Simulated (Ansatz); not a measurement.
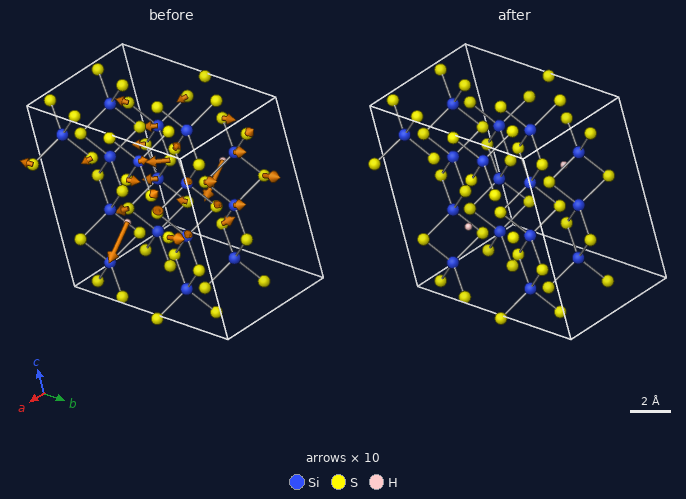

The structure of a defect cell of composition Si₁₆HS₃₂ before (left) and after (right) a relaxation, at one scale. The orange arrows give the displacements, magnified 10 times.

The picture is a ball-and-stick view of the cell of the calculation, reduced to other axes (origin shifted), seen slightly off an axis. Lengths and directions refer to the drawn axes.

Case: H interstitial, charge +0, atoms relaxed at the host's cell.

Level of theory: DFT PBE, scalar-relativistic, plane waves, PAW in Ansatz 0.2.0. (plane-wave cutoff 420 eV; k-point mesh 2 × 2 × 2; occupations gaussian; smearing width 0.01 eV; collinear spin; atoms relaxed in a fixed cell; force threshold 0.025 eV/Å; at most 45 steps)

Q: What changed between the two?

A: After 5 accepted moves (6 points after the start) the energy has fallen by 9.4 meV per cell of the calculation. The largest force component goes from 0.077 to 0.018 eV/Å. 1 step only repeated the SCF at the same geometry. The forces were under the threshold at step 1, but the run went on from there. The H atom moves most: 0.25 Å roughly along [3 0 −2]. Largest moves by element: H 0.25 Å, S 0.13 Å, Si 0.09 Å. The lattice vectors keep their values.
